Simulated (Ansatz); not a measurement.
RbBr (space group P-3m1, No. 164): the geometry relaxed with DFT PBE, scalar-relativistic, plane waves, PAW in Ansatz 0.2.0; the starting structure was generated, so it need not be a known form of this composition.

```cif
data_structure
_symmetry_space_group_name_H-M 'P 1'
_symmetry_Int_Tables_number 1
_cell_length_a 4.8800
_cell_length_b 4.8800
_cell_length_c 29.3326
_cell_angle_alpha 90.000
_cell_angle_beta 90.000
_cell_angle_gamma 120.000
_cell_volume 604.94
loop_
_atom_site_label
_atom_site_type_symbol
_atom_site_fract_x
_atom_site_fract_y
_atom_site_fract_z
_atom_site_occupancy
Rb1 Rb 0.00000 0.00000 0.71264 1
Br1 Br 0.66667 0.33333 0.78504 1
Rb2 Rb 0.33333 0.66667 0.85745 1
Br2 Br 0.66667 0.33333 0.92969 1
Rb3 Rb 0.00000 0.00000 0.00000 1
Br3 Br 0.33333 0.66667 0.07031 1
Rb4 Rb 0.66667 0.33333 0.14255 1
Br4 Br 0.33333 0.66667 0.21496 1
Rb5 Rb 0.00000 0.00000 0.28736 1
Br5 Br 0.33333 0.66667 0.35959 1
Rb6 Rb 0.66667 0.33333 0.42988 1
Br6 Br 0.00000 0.00000 0.50000 1
Rb7 Rb 0.33333 0.66667 0.57012 1
Br7 Br 0.66667 0.33333 0.64041 1
```

Describe the stacking along c, with columns A (0, 0), B (1/3, 2/3), C (2/3, 1/3) of the hexagonal mesh.

Rb(A) – Br(B) – Rb(C) – Br(B) – Rb(A) – Br(B) – Rb(C) – Br(A) – Rb(B) – Br(C) – Rb(A) – Br(C) – Rb(B) – Br(C) (14 layers in 29.33 Å).

Br layers alone: BBBACCC, a sequence in which some neighbouring layers lie directly above each other.

Rb: four trigonal-prismatic sites and three octahedral sites in each hexagonal cell.

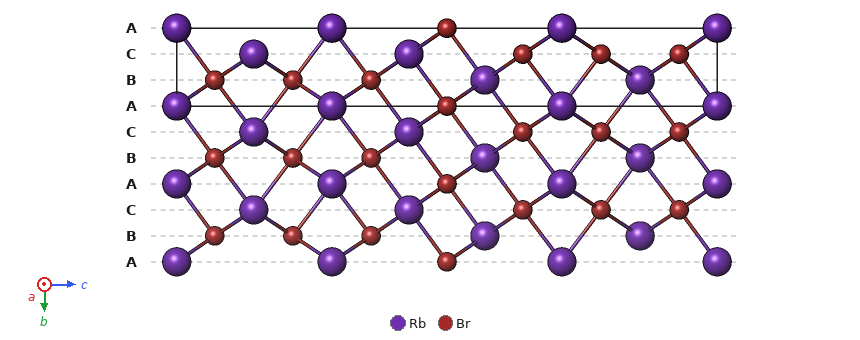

The picture looks along a close-packed row of the hexagonal mesh; c points to the right. The dashed lines mark the three columns A (0, 0), B (1/3, 2/3) and C (2/3, 1/3). The sequence starts with the first layer at or above the cell's origin.
